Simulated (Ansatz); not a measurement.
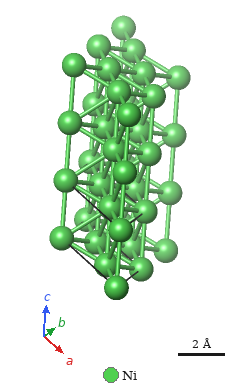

Crystalline Ni (set up in R-3m), before the relaxation. A ball-and-stick model of the cell of the calculation, repeated 1 × 2 × 3 with one cell outlined, seen slightly off an axis.

Case: film's bulk on the substrate's plane, third vector and atoms relaxed.

These are results of Ansatz 0.2.0, DFT r2SCAN, scalar-relativistic, plane waves, PAW, not measurements.

Input file:
```yaml
crystal:
  lattice:
    - [4.0065530061, 0.0, 0.0]
    - [-2.0032765031, 3.4697766849, 0.0]
    - [-1.3355176687, 0.0, 2.1621136183]
  atoms:
    - { symbol: Ni, position: [0.3333333333, 0.6666666667, 0.0], spin: 0.9 }
    - { symbol: Ni, position: [0.0, 0.0, 0.0], spin: 0.9 }
    - { symbol: Ni, position: [0.6666666667, 0.3333333333, 0.0], spin: 0.9 }
basis:
  ecutwfc: 500
kpoints:
  mp_grid: { grid: [9, 9, 16] }
hamiltonian:
  xc: r2scan
scf:
  occupations: { method: gaussian, width: 0.1 }
output:
  forces: true
  stress: true
  eigenvalues: true
  populations: true
magnetization:
  spin_polarized: true
relax:
  adjacent_minimum: "off"
  f_tol: 0.01
  max_steps: 50
  cell: { fix: [a, b, gamma], stress_tol: 0.1 }
```

Launched with:
```bash
ansatz run input.yaml --threads 8 --pin off --max-ram 20480MiB --backend cpu --events-out ev --progress --plain --runs-dir out
```

Predict the outcome.

No atom moves by more than 0.005 Å relative to the cell. The drawn cell changes as follows: a = b unchanged at 4.007 Å, c 2.541 → 2.474 Å (−2.6 %), α 74.8° → 74.3°, β 121.7° → 122.7°; the volume changes by −3.7 %. Among the contacts that change: Ni1–Ni1 2.541 → 2.474 Å. The space group stays R-3m (No. 166). The energy falls by 55.1 meV per cell of the calculation in 4 accepted moves (5 points after the start). All forces vanish by symmetry, so only the cell relaxes. The pressure goes from 17.76 to 26.61 GPa. At 1 point the geometry stayed and the basis and grid were re-selected for the new cell (energy shift of 1.1 meV per cell of the calculation at most each time). Cost: 3.6 min on 8 threads of Intel(R) Xeon(R) Processor @ 2.50GHz (Skylake/Cascade Lake), with other jobs on the host, peak memory 1.2 GiB.

The end point in the same view:

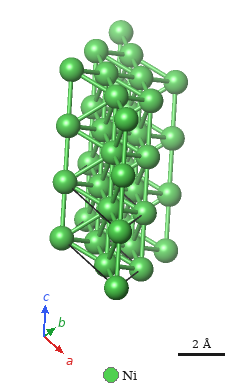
